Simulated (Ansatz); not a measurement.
## Electronic structure of SiO$_{2}$ in real space

Input file:

```
crystal:
  lattice:
    - [6.0938179947, 0.0, 0.0]
    - [0.0, 6.0938179947, 0.0]
    - [0.0, 0.0, 4.7689420648]
  atoms:
    - { symbol: Si, position: [0.3466393589, 0.0, 0.75] }
    - { symbol: Si, position: [0.6533606411, 0.0, 0.25] }
    - { symbol: Si, position: [0.0, 0.3466393589, 0.0] }
    - { symbol: Si, position: [0.0, 0.6533606411, 0.5] }
    - { symbol: O, position: [0.5, 0.0990144095, 0.5] }
    - { symbol: O, position: [0.5, 0.9009855905, 0.0] }
    - { symbol: O, position: [0.1962494719, 0.1962494719, 0.875] }
    - { symbol: O, position: [0.1962494719, 0.8037505281, 0.625] }
    - { symbol: O, position: [0.8037505281, 0.1962494719, 0.125] }
    - { symbol: O, position: [0.8037505281, 0.8037505281, 0.375] }
    - { symbol: O, position: [0.9009855905, 0.5, 0.75] }
    - { symbol: O, position: [0.0990144095, 0.5, 0.25] }
basis:
  ecutwfc: 500
kpoints:
  mp_grid: { grid: [4, 4, 6] }
  band_path:
    path:
      - [[0.0, 0.0, 0.0], [0.0, 0.5, 0.0], [0.5, 0.5, 0.0], [0.0, 0.0, 0.0], [0.0, 0.0, 0.5], [0.0, 0.5, 0.5], [0.5, 0.5, 0.5], [0.0, 0.0, 0.5]]
      - [[0.0, 0.5, 0.0], [0.0, 0.5, 0.5]]
      - [[0.5, 0.5, 0.0], [0.5, 0.5, 0.5]]
    npoints: 10
hamiltonian:
  xc: r2scan
scf:
  occupations: { method: gaussian, width: 0.02 }
  n_extra_bands: 30
output:
  forces: true
  stress: true
  eigenvalues: true
  populations: true
  dos: { projected: true, de: 0.02, nscf_kmesh: { grid: [6, 6, 9] } }
  bader: false
  write_density: true
  write_potential: true
  elf: true
  volumetric_format: npy
```

Run with:

```sh
ansatz run input.yaml --threads 1 --pin off --max-ram 2560MiB --backend cpu --events-out ev --progress --plain --runs-dir out
```

Below, planes, directions and counts refer to the conventional cell (a = 6.09 Å, b = 6.09 Å, c = 4.77 Å, α = 90.00°, β = 90.00°, γ = 90.00°).

Space group P4₁22; a structure generated by program, which may or may not match a known phase; not relaxed (largest force 0.4 eV/Å); computed pressure about −5 GPa in this cell.

Theory: DFT r2SCAN, scalar-relativistic, plane waves, PAW (Ansatz 0.2.0).

Core electrons are frozen (PAW), and the valence fields are smoothed inside the atomic spheres.

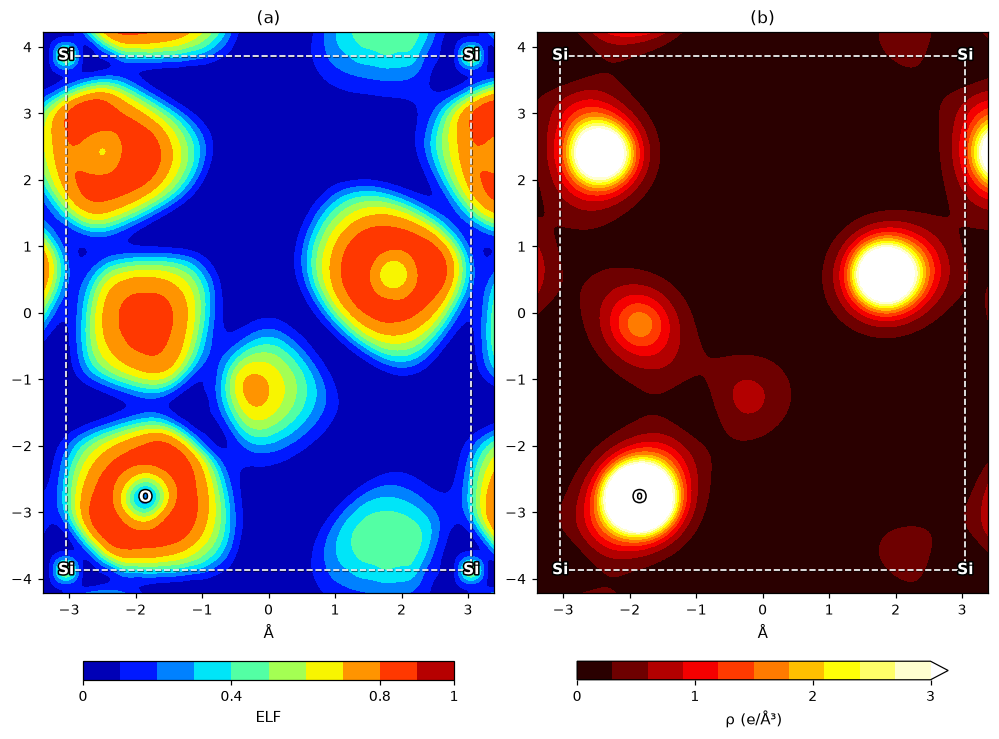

Figure 1. (a) electron localisation function; (b) valence electron density on the (101) plane of the conventional cell.

Question: Interpret the plot.

Answer: The plane passes through Si and O nuclei. Atoms just off the plane (Si, 0.4 Å away and O, 0.3 Å away) can leave unmarked features too. Si–O (1.62 Å): ρ at the midpoint is about 1.2 e/Å³; the ELF peaks at about 0.85 between the atoms, as expected for a shared but strongly polarised pair. The density dies away to nearly zero in the voids. The ELF also peaks beside O, away from the bonds: lone-pair regions.

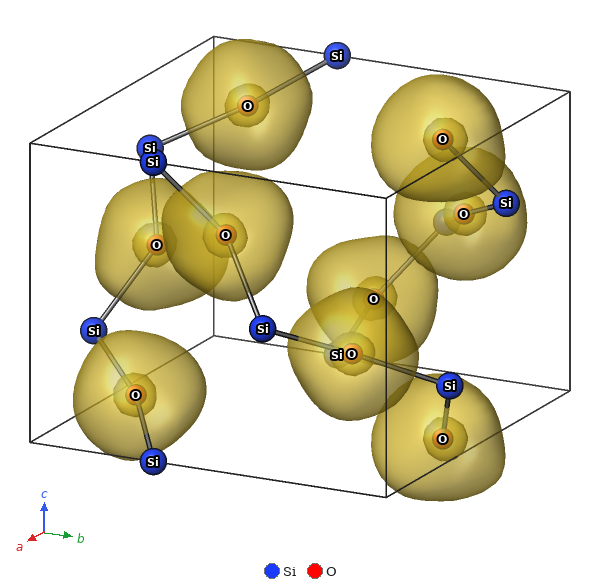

Figure 2. Isosurface of the ELF at 0.65 (yellow), seen slightly off an axis. Core shells and regions of very low density are left out. Sticks mark near contacts.

Question: Where are the electrons localised?

Answer: At this value the surface marks out eight regions on O in which the atom's valence shell and bonds are merged, counted in one cell of 12 atoms. Regions shared between cells count once.

Question: Does the calculation give a band gap?

Answer: It is gapped, with a Kohn–Sham gap of 6.2 eV on the k-point mesh, an upper bound to the gap of this method.
